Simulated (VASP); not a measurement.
# Ru: geometry relaxation (part 2 of 3)

The same run, continued: Ru (Fd-3m, 2 atoms in the cell); Kohn-Sham DFT of a periodic cell, PBE, VASP PAW PBE potentials, recommended, spin-polarised (VASP 6.6.1); cutoff 600 eV, 10×10×10 k-mesh, fermi-dirac of 0.05 eV, collinear spins. The structure was built on a prototype by a generator; it need not be a known phase.

Geometry of the input (Å; fractional positions):
```
0.0000  2.6352  2.6352
2.6352  0.0000  2.6352
2.6352  2.6352  0.0000
Ru 0.1250  0.1250  0.1250
Ru 0.8750  0.8750  0.8750
```

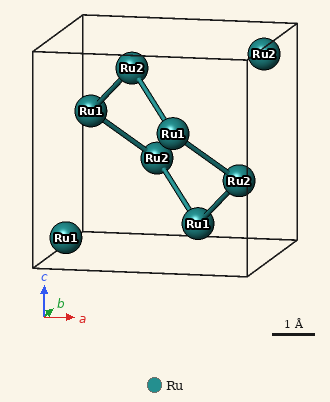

**Figure 1.** The structure as given in the input (ball-and-stick view of the cell 4 times as large as that of the calculation, set on its symmetry axes, seen slightly off an axis; atoms are numbered from 1 in the order of the input).

## Parts of OUTCAR, continued
```
  position of ions in fractional coordinates (direct lattice)
     0.125000000  0.125000000  0.125000000
     0.875000000  0.875000000  0.875000000

  ion indices of the primitive-cell ions
   primitive index   ion index
                 1           1
                 2           2

----------------------------------------------------------------------------------------

 KPOINTS: regular mesh

Automatic generation of k-mesh.
 Grid dimensions read from file:
 generate k-points for:   10   10   10

 Generating k-lattice:

  Cartesian coordinates                     Fractional coordinates (reciprocal lattice)
    -0.018974098  0.018974098  0.018974098     0.100000000  0.000000000  0.000000000
     0.018974098 -0.018974098  0.018974098     0.000000000  0.100000000  0.000000000
     0.018974098  0.018974098 -0.018974098     0.000000000  0.000000000  0.100000000

  Length of vectors
     0.032864101  0.032864101  0.032864101

  Shift w.r.t. Gamma in fractional coordinates (k-lattice)
     0.000000000  0.000000000  0.000000000

 Subroutine IBZKPT returns following result:
 ===========================================

 Found     47 irreducible k-points:

 Following reciprocal coordinates:
            Coordinates               Weight
  0.000000  0.000000  0.000000      1.000000
  0.100000  0.000000  0.000000      8.000000
  0.200000  0.000000  0.000000      8.000000
  0.300000  0.000000  0.000000      8.000000
  0.400000  0.000000  0.000000      8.000000
  0.500000  0.000000  0.000000      4.000000
  0.100000  0.100000  0.000000      6.000000
  0.200000  0.100000  0.000000     24.000000
  0.300000  0.100000  0.000000     24.000000
  0.400000  0.100000  0.000000     24.000000
  0.500000  0.100000  0.000000     24.000000
 -0.400000  0.100000  0.000000     24.000000
 -0.300000  0.100000  0.000000     24.000000
 -0.200000  0.100000  0.000000     24.000000
 -0.100000  0.100000  0.000000     12.000000
  0.200000  0.200000  0.000000      6.000000
  0.300000  0.200000  0.000000     24.000000
  0.400000  0.200000  0.000000     24.000000
  0.500000  0.200000  0.000000     24.000000
 -0.400000  0.200000  0.000000     24.000000
 -0.300000  0.200000  0.000000     24.000000
 -0.200000  0.200000  0.000000     12.000000
  0.300000  0.300000  0.000000      6.000000
  0.400000  0.300000  0.000000     24.000000
 [... further k-points ...]
   k-points           NKPTS =     47   k-points in BZ     NKDIM =     47   number of bands    NBANDS=     19
   number of dos      NEDOS =    301   number of ions     NIONS =      2
   total plane-waves  NPLWV =  27000
   dimension x,y,z NGX =    30 NGY =   30 NGZ =   30
   dimension x,y,z NGXF=    60 NGYF=   60 NGZF=   60
   ions per type =               2
   NGX,Y,Z   is equivalent  to a cutoff of  13.38, 13.38, 13.38 a.u.
   NGXF,Y,Z  is equivalent  to a cutoff of  26.77, 26.77, 26.77 a.u.
 SYSTEM =  unknown system
   PREC   = accura    normal or accurate (medium, high low for compatibility)
   ISTART =      0    job   : 0-new  1-cont  2-samecut
   ICHARG =      2    charge: 1-file 2-atom 10-const
   ISPIN  =      2    spin polarized calculation?
   LNONCOLLINEAR =      F non collinear calculations
   LSORBIT =      F    spin-orbit coupling
   LASPH  =      T    aspherical Exc in radial PAW
   ENCUT  =  600.0 eV  44.10 Ry    6.64 a.u.   7.44  7.44  7.44*2*pi/ulx,y,z
   NELM   =    150;   NELMIN=  2; NELMDL= -5     # of ELM steps
   EDIFF  = 0.1E-06   stopping-criterion for ELM
   LREAL  =      F    real-space projection
   EDIFFG = -.1E-01   stopping-criterion for IOM
   NSW    =     80    number of steps for IOM
   IBRION =      2    ionic relax: 0-MD 1-quasi-New 2-CG
   NFREE  =      1    steps in history (QN), initial steepest desc. (CG)
   ISIF   =      3    stress and relaxation
   ISYM   =      2    0-nonsym 1-usesym 2-fastsym
   POTIM  = 0.5000    time-step for ionic-motion
   TEBEG  =    0.0;   TEEND  =   0.0 temperature during run
   PSTRESS=    0.0 pullay stress
   NELECT =      28.0000    total number of electrons
   NUPDOWN=      -1.0000    fix difference up-down
   EMIN   =  10.00;   EMAX   =-10.00  energy-range for DOS
   EFERMI =   0.00;   METHOD = LEGACY
   ISMEAR =    -1;   SIGMA  =   0.05  broadening in eV -4-tet -1-fermi 0-gaus
   EFERMI_NEDOS =   21; number of points for ismear=-14 and -15
   IALGO  =     38    algorithm
   IMIX   =      4    mixing-type and parameters
     AMIX     =   0.40;   BMIX     =  1.00
     AMIX_MAG =   1.60;   BMIX_MAG =  1.00
  volume/ion in A,a.u.               =      18.30       123.49
  Fermi-wavevector in a.u.,A,eV,Ry     =   1.497299  2.829486 30.502975  2.241905
  Thomas-Fermi vector in A             =   2.609205
   LORBIT       =     11    0 simple, 1 ext, 2 COOP (PROOUT), +10 PAW based schemes
   GGA     = PE    functional components
   LHFCALC =     F    Hartree Fock is set to
   AEXX    =    0.0000 exact exchange contribution
   IVDW    =     0    specifies the selected vdW correction
   LEPSILON=     F    determine dielectric tensor
   LRPA    =     F    only Hartree local field effects (RPA)
 conjugate gradient relaxation of ions
 spin polarized calculation
  energy-cutoff  :      600.00
  volume of cell :       36.60
 maximum number of plane-waves:      1243
 NGX is ok and might be reduce to    30
   NGX = 15   NGY = 15   NGZ = 15

--------------------------------------- Ionic step        1  -------------------------------------------

 number of electron      28.0000009 magnetization       0.0000433

 number of electron      28.0000009 magnetization      -0.0000040

 Free energy of the ion-electron system (eV)
  ---------------------------------------------------
  ext. energy  EPLUGINS =         0.00000000
  ---------------------------------------------------
  free energy    TOTEN  =       -15.84890945 eV

  energy without entropy =      -15.83714854  energy(sigma->0) =      -15.84302899

------------------------ aborting loop because EDIFF is reached ----------------------------------------

  FORCE on cell =-STRESS in cart. coord.  units (eV):
  Direction    XX          YY          ZZ          XY          YZ          ZX
  --------------------------------------------------------------------------------------
  -------------------------------------------------------------------------------------
  Total        5.0100350      5.0100350      5.0100350     -0.0000000      0.0000000     -0.0000000
  in kB      219.3283348    219.3283348    219.3283348     -0.0000000      0.0000000     -0.0000000
  external PRESSURE =     219.3283348 kB  Pullay stress =       0.0000000 kB

 VOLUME and BASIS-vectors are now :
 -----------------------------------------------------------------------------
  energy-cutoff  :      600.00
  volume of cell :       36.60
      direct lattice vectors                 reciprocal lattice vectors
     0.000000000  2.635171402  2.635171402    -0.189740978  0.189740978  0.189740978
     2.635171402  0.000000000  2.635171402     0.189740978 -0.189740978  0.189740978
     2.635171402  2.635171402  0.000000000     0.189740978  0.189740978 -0.189740978

 POSITION                                       TOTAL-FORCE (eV/Angst)
 -----------------------------------------------------------------------------------
      0.65879      0.65879      0.65879         0.000000      0.000000      0.000000
      4.61155      4.61155      4.61155        -0.000000     -0.000000     -0.000000
 -----------------------------------------------------------------------------------
    total drift:                               -0.000000      0.000000      0.000000

  FREE ENERGIE OF THE ION-ELECTRON SYSTEM (eV)
  ---------------------------------------------------
  free  energy   TOTEN  =       -15.8489094466 eV

  energy  without entropy=      -15.8371485355  energy(sigma->0) =      -15.84302899

--------------------------------------- Ionic step        2  -------------------------------------------

 number of electron      27.9999993 magnetization       0.0000738

 number of electron      27.9999993 magnetization      -0.0000228

------------------------ aborting loop because EDIFF is reached ----------------------------------------

  FORCE on cell =-STRESS in cart. coord.  units (eV):
  Direction    XX          YY          ZZ          XY          YZ          ZX
  --------------------------------------------------------------------------------------
  -------------------------------------------------------------------------------------
  Total       -7.0333797     -7.0333797     -7.0333797     -0.0000000      0.0000000     -0.0000000
  in kB     -218.6638921   -218.6638921   -218.6638921     -0.0000000      0.0000000     -0.0000000
  external PRESSURE =    -218.6638921 kB  Pullay stress =       0.0000000 kB

 VOLUME and BASIS-vectors are now :
 -----------------------------------------------------------------------------
  energy-cutoff  :      600.00
  volume of cell :       51.53
      direct lattice vectors                 reciprocal lattice vectors
    -0.000000000  2.953628422  2.953628422    -0.169283311  0.169283311  0.169283311
     2.953628422 -0.000000000  2.953628422     0.169283311 -0.169283311  0.169283311
     2.953628422  2.953628422 -0.000000000     0.169283311  0.169283311 -0.169283311

 POSITION                                       TOTAL-FORCE (eV/Angst)
 -----------------------------------------------------------------------------------
      0.73841      0.73841      0.73841        -0.000000     -0.000000     -0.000000
      5.16885      5.16885      5.16885         0.000000      0.000000      0.000000
 -----------------------------------------------------------------------------------
    total drift:                               -0.000000      0.000000      0.000000

  FREE ENERGIE OF THE ION-ELECTRON SYSTEM (eV)
  ---------------------------------------------------
  free  energy   TOTEN  =       -15.1552404066 eV

  energy  without entropy=      -15.1347855372  energy(sigma->0) =      -15.14501297

--------------------------------------- Ionic step        3  -------------------------------------------

 number of electron      28.0000008 magnetization       0.0000002

 number of electron      28.0000008 magnetization      -0.0000002

------------------------ aborting loop because EDIFF is reached ----------------------------------------

  FORCE on cell =-STRESS in cart. coord.  units (eV):
  Direction    XX          YY          ZZ          XY          YZ          ZX
  --------------------------------------------------------------------------------------
  -------------------------------------------------------------------------------------
  Total       -0.3695580     -0.3695580     -0.3695580      0.0000000      0.0000000     -0.0000000
  in kB      -14.4454110    -14.4454110    -14.4454110      0.0000000      0.0000000     -0.0000000
  external PRESSURE =     -14.4454110 kB  Pullay stress =       0.0000000 kB

 VOLUME and BASIS-vectors are now :
 -----------------------------------------------------------------------------
  energy-cutoff  :      600.00
  volume of cell :       40.99
      direct lattice vectors                 reciprocal lattice vectors
    -0.000000000  2.736598626  2.736598626    -0.182708562  0.182708562  0.182708562
     2.736598626 -0.000000000  2.736598626     0.182708562 -0.182708562  0.182708562
     2.736598626  2.736598626 -0.000000000     0.182708562  0.182708562 -0.182708562

 POSITION                                       TOTAL-FORCE (eV/Angst)
 -----------------------------------------------------------------------------------
      0.68415      0.68415      0.68415         0.000000     -0.000000      0.000000
      4.78905      4.78905      4.78905        -0.000000      0.000000     -0.000000
 -----------------------------------------------------------------------------------
    total drift:                               -0.000000      0.000000      0.000000

  FREE ENERGIE OF THE ION-ELECTRON SYSTEM (eV)
  ---------------------------------------------------
  free  energy   TOTEN  =       -16.0963396001 eV

  energy  without entropy=      -16.0824629124  energy(sigma->0) =      -16.08940126

[... ionic steps 4 to 14 ...]

--------------------------------------- Ionic step       15  -------------------------------------------

 number of electron      28.0000006 magnetization       0.0000000

------------------------ aborting loop because EDIFF is reached ----------------------------------------

  FORCE on cell =-STRESS in cart. coord.  units (eV):
  Direction    XX          YY          ZZ          XY          YZ          ZX
  --------------------------------------------------------------------------------------
  -------------------------------------------------------------------------------------
  Total        0.0268786      0.0268786      0.0268786      0.0000000      0.0000000      0.0000000
  in kB        1.0608031      1.0608031      1.0608031      0.0000000      0.0000000      0.0000000
  external PRESSURE =       1.0608031 kB  Pullay stress =       0.0000000 kB

 VOLUME and BASIS-vectors are now :
 -----------------------------------------------------------------------------
  energy-cutoff  :      600.00
  volume of cell :       40.60
      direct lattice vectors                 reciprocal lattice vectors
     0.000000000  2.727830209  2.727830209    -0.183295866  0.183295866  0.183295866
     2.727830209  0.000000000  2.727830209     0.183295866 -0.183295866  0.183295866
     2.727830209  2.727830209  0.000000000     0.183295866  0.183295866 -0.183295866

 POSITION                                       TOTAL-FORCE (eV/Angst)
 -----------------------------------------------------------------------------------
      0.68196      0.68196      0.68196        -0.000000     -0.000000     -0.000000
      4.77370      4.77370      4.77370         0.000000      0.000000      0.000000
 -----------------------------------------------------------------------------------
    total drift:                               -0.000000      0.000000      0.000000

  FREE ENERGIE OF THE ION-ELECTRON SYSTEM (eV)
  ---------------------------------------------------
  free  energy   TOTEN  =       -16.0980075158 eV

  energy  without entropy=      -16.0843370555  energy(sigma->0) =      -16.09117229

--------------------------------------- Ionic step       16  -------------------------------------------

 number of electron      28.0000006 magnetization      -0.0000000

 number of electron      28.0000006 magnetization       0.0000000

------------------------ aborting loop because EDIFF is reached ----------------------------------------

  FORCE on cell =-STRESS in cart. coord.  units (eV):
  Direction    XX          YY          ZZ          XY          YZ          ZX
  --------------------------------------------------------------------------------------
  -------------------------------------------------------------------------------------
  Total        0.0241617      0.0241617      0.0241617      0.0000000      0.0000000      0.0000000
  in kB        0.9535296      0.9535296      0.9535296      0.0000000      0.0000000      0.0000000
  external PRESSURE =       0.9535296 kB  Pullay stress =       0.0000000 kB

 VOLUME and BASIS-vectors are now :
 -----------------------------------------------------------------------------
  energy-cutoff  :      600.00
  volume of cell :       40.60
      direct lattice vectors                 reciprocal lattice vectors
     0.000000000  2.727875661  2.727875661    -0.183292812  0.183292812  0.183292812
     2.727875661  0.000000000  2.727875661     0.183292812 -0.183292812  0.183292812
     2.727875661  2.727875661  0.000000000     0.183292812  0.183292812 -0.183292812
```
